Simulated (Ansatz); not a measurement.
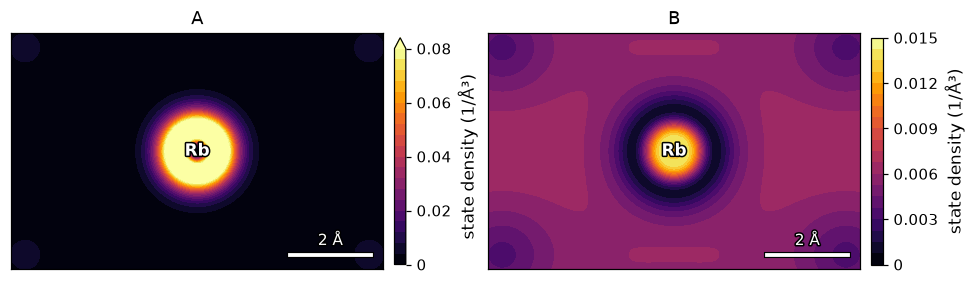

Rb: densities of the states in two energy windows, on the (11̄0) plane of the conventional cell.

Space group P6_3/mmc. This isn't the usual form at ambient conditions. The cell comes from a database of computed structures, not from a measurement.

The calculation used DFT PBE, scalar-relativistic, plane waves, PAW in Ansatz.

In a PAW calculation such maps are meaningful between the atoms, not at the nuclei.

```
Rb
1.0
     5.08821    0.00000    0.00000
    -2.54410    4.40652    0.00000
     0.00000    0.00000    8.44206
Rb
2
Direct
  0.33333 0.66667 0.25000
  0.66667 0.33333 0.75000
```

The windows, about the Fermi level, are −13.11 to −12.97 eV and −1.2 to 0.0 eV. Which panel shows which?

Panel A: −13.11 to −12.97 eV, a separate group of bands (semicore or deep states), mainly Rb 4p (over 95 %).
Panel B: −1.2 to 0.0 eV, the filled states just under the Fermi level, mainly Rb 5s (over 95 %).
The characters are Löwdin shares on a minimal set of atomic orbitals.

Run time: 8.6 s on 1 thread of Arm Neoverse N1, with other jobs on the host, peak memory 0.39 GiB.
